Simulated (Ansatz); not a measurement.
# Band-structure calculation, with input and output: CsPbBr3 (part 2 of 2)

CsPbBr3 (Pnma, 20 atoms in the cell); DFT r2SCAN, scalar-relativistic, plane waves, PAW, no spin polarisation (Ansatz 0.2.0); cutoff 500 eV, 4×4×4 k-mesh, Gaussian smearing of 0.02 eV. The structure derives from an entry of the Crystallography Open Database.

Geometry of the input (Å; fractional positions):
```
8.5317  0.0000  0.0000
0.0000  11.8991  0.0000
0.0000  0.0000  8.2611
Cs 0.5576  0.2500  0.0165
Cs 0.9424  0.7500  0.5165
Cs 0.0576  0.2500  0.4835
Cs 0.4424  0.7500  0.9835
Pb 0.0000  0.5000  0.0000
Pb 0.5000  0.5000  0.5000
Pb 0.5000  0.0000  0.5000
Pb 0.0000  0.0000  0.0000
Br 0.2931  0.4623  0.2044
Br 0.2069  0.5377  0.7044
Br 0.7931  0.0377  0.2956
Br 0.7069  0.9623  0.7956
Br 0.7069  0.5377  0.7956
Br 0.7931  0.4623  0.2956
Br 0.2069  0.9623  0.7044
Br 0.2931  0.0377  0.2044
Br 0.0137  0.7500  0.0729
Br 0.4863  0.2500  0.5729
Br 0.5137  0.7500  0.4271
Br 0.9863  0.2500  0.9271
```

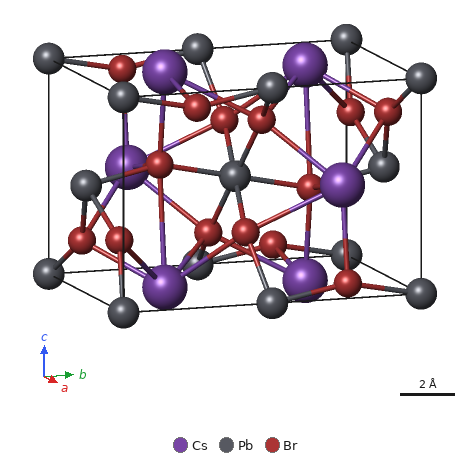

*The input geometry (ball-and-stick view of the cell of the calculation, seen at an oblique angle).*

**Log, continued**
```
  k-point 0: bands = ["-18.5708", "-18.5696", "-18.5678", "-18.5670", "-14.5562", "-14.5523", "-14.5522", "-14.5387", "-14.5177", "-14.4979", "-14.4961", "-14.4960", "-14.4747", "-14.4746", "-14.4743", "-14.4739", "-14.4737", "-14.4734", "-14.4731", "-14.4729", "-14.4701", "-14.4697", "-14.4691", "-14.4687", "-11.9804", "-11.8233", "-11.7138", "-11.7096", "-11.6896", "-11.6833", "-11.6812", "-11.6766", "-11.6705", "-11.4894", "-11.4786", "-11.4731", "-5.7321", "-5.2957", "-5.0822", "-5.0739", "-5.0735", "-5.0671", "-5.0519", "-5.0461", "-5.0437", "-5.0367", "-5.0348", "-5.0166", "-5.0144", "-5.0120", "-4.8192", "-4.2486", "-0.9561", "-0.9486", "-0.9148", "-0.8495", "-0.8288", "-0.7626", "0.1492", "0.3526", "0.3722", "0.3816", "0.3920", "0.4721", "0.6175", "0.6764", "0.7090", "0.7145", "0.7811", "0.7843", "0.8072", "0.8261", "0.8651", "0.8744", "0.8818", "0.8897", "0.9043", "0.9857", "1.0673", "1.0743", "1.0820", "1.1422", "1.1941", "1.2087", "1.3645", "1.4665", "1.9099", "2.4774", "4.9779", "5.0603", "5.1114", "5.3177", "5.5161", "5.7508", "7.0665", "7.7727", "7.9841", "8.0741", "8.2221", "8.2892", "8.3489", "8.4411", "8.4459", "8.4886", "8.5430", "8.7165", "8.7420", "8.9274", "8.9328", "8.9904", "9.0734", "9.1236", "9.1808", "9.4469", "9.5317", "9.5504", "9.6446", "9.7435", "9.7459", "9.9822", "10.0262", "10.0418", "10.3024", "10.3317", "10.3439", "10.5216", "10.6342", "10.6755", "10.9228", "11.0255", "11.2469", "11.2553", "11.5424", "11.6005", "11.6381", "11.6835", "11.7823", "11.8016"]
  k-point 1: bands = ["-18.5704", "-18.5693", "-18.5681", "-18.5673", "-14.5536", "-14.5444", "-14.5443", "-14.5412", "-14.5147", "-14.5046", "-14.5045", "-14.5007", "-14.4746", "-14.4745", "-14.4742", "-14.4739", "-14.4737", "-14.4735", "-14.4731", "-14.4730", "-14.4700", "-14.4696", "-14.4693", "-14.4689", "-11.9554", "-11.8030", "-11.7844", "-11.7134", "-11.7099", "-11.6994", "-11.6600", "-11.6510", "-11.5877", "-11.5100", "-11.5039", "-11.4985", "-5.6199", "-5.1901", "-5.0711", "-5.0710", "-5.0696", "-5.0538", "-5.0518", "-5.0441", "-5.0435", "-5.0385", "-5.0296", "-5.0214", "-5.0153", "-5.0048", "-4.9754", "-4.4427", "-0.9358", "-0.8082", "-0.7639", "-0.6636", "-0.6540", "-0.5702", "0.1337", "0.1942", "0.2864", "0.3257", "0.3623", "0.4118", "0.4233", "0.5551", "0.6022", "0.6649", "0.7869", "0.8033", "0.8338", "0.8567", "0.8659", "0.9032", "0.9219", "0.9320", "0.9600", "0.9635", "0.9757", "1.0428", "1.0762", "1.1100", "1.1831", "1.1968", "1.3143", "1.5078", "1.5880", "2.1189", "5.1489", "5.5145", "5.5292", "5.5640", "5.8981", "5.9063", "7.3375", "7.5033", "7.5591", "7.8621", "7.8775", "8.0088", "8.2402", "8.3461", "8.3669", "8.5466", "8.6010", "8.7940", "8.9182", "8.9781", "9.0674", "9.0820", "9.1068", "9.2078", "9.3847", "9.4067", "9.4076", "9.4582", "9.6231", "9.6823", "9.7185", "9.9623", "10.0605", "10.0831", "10.2193", "10.2201", "10.2688", "10.7232", "10.7975", "10.9570", "11.0486", "11.0854", "11.1784", "11.2328", "11.3646", "11.3959", "11.5557", "11.5578", "11.7093", "11.7806"]
  k-point 2: bands = ["-18.5694", "-18.5694", "-18.5681", "-18.5681", "-14.5473", "-14.5473", "-14.5248", "-14.5248", "-14.5247", "-14.5247", "-14.5076", "-14.5076", "-14.4745", "-14.4745", "-14.4740", "-14.4740", "-14.4737", "-14.4737", "-14.4731", "-14.4731", "-14.4697", "-14.4697", "-14.4693", "-14.4693", "-11.8851", "-11.8851", "-11.7525", "-11.7525", "-11.7122", "-11.7122", "-11.5858", "-11.5858", "-11.5777", "-11.5777", "-11.5287", "-11.5287", "-5.3265", "-5.3265", "-5.0730", "-5.0730", "-5.0575", "-5.0575", "-5.0574", "-5.0574", "-5.0390", "-5.0390", "-5.0236", "-5.0236", "-5.0168", "-5.0168", "-4.8195", "-4.8195", "-0.8798", "-0.8798", "-0.3651", "-0.3651", "-0.2160", "-0.2160", "-0.0534", "-0.0534", "0.0253", "0.0253", "0.2477", "0.2477", "0.4965", "0.4965", "0.6500", "0.6500", "0.7007", "0.7007", "0.8512", "0.8512", "0.8681", "0.8681", "0.9563", "0.9563", "0.9694", "0.9694", "1.0266", "1.0266", "1.0905", "1.0905", "1.1485", "1.1485", "1.2686", "1.2686", "1.6815", "1.6815", "5.3693", "5.3693", "6.4894", "6.4894", "6.5556", "6.5556", "6.8218", "6.8218", "6.8812", "6.8812", "8.0857", "8.0857", "8.2463", "8.2463", "8.4226", "8.4226", "8.7371", "8.7371", "8.9400", "8.9400", "9.0379", "9.0379", "9.2201", "9.2201", "9.3221", "9.3221", "9.5573", "9.5573", "9.7306", "9.7306", "9.7686", "9.7686", "10.1080", "10.1080", "10.2992", "10.2992", "10.6191", "10.6191", "10.8626", "10.8626", "10.9650", "10.9650", "11.0819", "11.0819", "11.5212", "11.5212", "11.5251", "11.5251", "11.9249", "11.9249"]
  k-point 26: bands = ["-18.5687", "-18.5687", "-18.5687", "-18.5687", "-14.5423", "-14.5423", "-14.5423", "-14.5423", "-14.5101", "-14.5101", "-14.5101", "-14.5101", "-14.4743", "-14.4743", "-14.4743", "-14.4743", "-14.4734", "-14.4734", "-14.4734", "-14.4734", "-14.4694", "-14.4694", "-14.4694", "-14.4694", "-11.7973", "-11.7973", "-11.7973", "-11.7973", "-11.6896", "-11.6896", "-11.6896", "-11.6896", "-11.5377", "-11.5377", "-11.5377", "-11.5377", "-5.1183", "-5.1183", "-5.1183", "-5.1183", "-5.0506", "-5.0506", "-5.0506", "-5.0506", "-5.0282", "-5.0282", "-5.0282", "-5.0282", "-4.9899", "-4.9899", "-4.9899", "-4.9899", "-0.7867", "-0.7867", "-0.7867", "-0.7867", "-0.1849", "-0.1849", "-0.1849", "-0.1849", "0.2661", "0.2661", "0.2661", "0.2661", "0.6015", "0.6015", "0.6015", "0.6015", "0.8411", "0.8411", "0.8411", "0.8411", "0.8848", "0.8848", "0.8848", "0.8848", "0.9340", "0.9340", "0.9340", "0.9340", "1.1162", "1.1162", "1.1162", "1.1162", "1.5453", "1.5453", "1.5453", "1.5453", "5.5554", "5.5554", "5.5554", "5.5554", "6.7607", "6.7607", "6.7607", "6.7607", "7.8568", "7.8568", "7.8568", "7.8568", "8.7378", "8.7378", "8.7378", "8.7378", "8.8785", "8.8785", "8.8785", "8.8785", "9.0752", "9.0752", "9.0752", "9.0752", "9.5264", "9.5264", "9.5264", "9.5264", "9.7606", "9.7606", "9.7606", "9.7606", "10.2595", "10.2595", "10.2595", "10.2595", "10.4211", "10.4211", "10.4211", "10.4211", "11.0051", "11.0051", "11.0051", "11.0051", "11.3134", "11.3134", "11.3134", "11.3134", "11.6664", "11.6664"]
--- Löwdin populations: 20 sites ---
  site symbol       q [e]
     0     Cs      8.2421
     1     Cs      8.2421
     2     Cs      8.2421
     3     Cs      8.2421
     4     Pb     13.3260
     5     Pb     13.3260
     6     Pb     13.3260
     7     Pb     13.3260
     8     Br      7.4391
     9     Br      7.4391
    10     Br      7.4391
    11     Br      7.4391
    12     Br      7.4391
    13     Br      7.4391
    14     Br      7.4391
    15     Br      7.4391
    16     Br      7.4362
    17     Br      7.4362
    18     Br      7.4362
    19     Br      7.4362
  spilling = 0.002674 (of n_electrons = 176.000000)
```

**File populations.tsv**
```
# site	symbol	l	j	q
# orbitals = lowdin
# n_electrons = 176.000000
# spilling = 0.002674
0	Cs	0_5S	-	1.996365
0	Cs	0_6S	-	0.253800
0	Cs	1_5P	-	5.991908
1	Cs	0_5S	-	1.996365
1	Cs	0_6S	-	0.253800
1	Cs	1_5P	-	5.991908
2	Cs	0_5S	-	1.996365
2	Cs	0_6S	-	0.253800
2	Cs	1_5P	-	5.991908
3	Cs	0_5S	-	1.996365
3	Cs	0_6S	-	0.253800
3	Cs	1_5P	-	5.991908
4	Pb	0_6S	-	1.961833
4	Pb	1_6P	-	1.365966
4	Pb	2_5D	-	9.998161
5	Pb	0_6S	-	1.961833
5	Pb	1_6P	-	1.365966
5	Pb	2_5D	-	9.998161
6	Pb	0_6S	-	1.961833
6	Pb	1_6P	-	1.365966
6	Pb	2_5D	-	9.998161
7	Pb	0_6S	-	1.961833
7	Pb	1_6P	-	1.365966
7	Pb	2_5D	-	9.998161
8	Br	0_4S	-	1.887090
8	Br	1_4P	-	5.551975
9	Br	0_4S	-	1.887090
9	Br	1_4P	-	5.551975
10	Br	0_4S	-	1.887090
10	Br	1_4P	-	5.551975
11	Br	0_4S	-	1.887090
11	Br	1_4P	-	5.551975
12	Br	0_4S	-	1.887090
12	Br	1_4P	-	5.551975
13	Br	0_4S	-	1.887090
13	Br	1_4P	-	5.551975
14	Br	0_4S	-	1.887090
14	Br	1_4P	-	5.551975
15	Br	0_4S	-	1.887090
15	Br	1_4P	-	5.551975
16	Br	0_4S	-	1.885908
16	Br	1_4P	-	5.550283
17	Br	0_4S	-	1.885908
17	Br	1_4P	-	5.550283
18	Br	0_4S	-	1.885908
18	Br	1_4P	-	5.550283
19	Br	0_4S	-	1.885908
19	Br	1_4P	-	5.550283
```

**Summary**

```json
{"quantity": "outcome", "value": "converged"}
{"quantity": "space group (tolerance 0.01 Å)", "value": "Pnma (62)"}
{"quantity": "electrons treated", "value": "176"}
{"quantity": "free energy", "value": "−103971.3217 eV"}
{"quantity": "Fermi energy", "value": "3.728 eV"}
{"quantity": "gap on the k-point mesh", "value": "2.50 eV"}
{"quantity": "gap on the band path", "value": "2.50 eV"}
{"quantity": "pressure", "value": "−0.66 GPa"}
{"quantity": "largest force (length of the vector)", "value": "0.034 eV/Å"}
{"quantity": "hardware", "value": "8 threads of Arm Neoverse V2, 24 GiB of memory available, shared host"}
{"quantity": "wall time", "value": "4.6 min (CPU time 36 min)"}
{"quantity": "peak memory", "value": "13 GiB"}
```

**Remarks**

Spin–orbit coupling is left out, which matters for Pb.
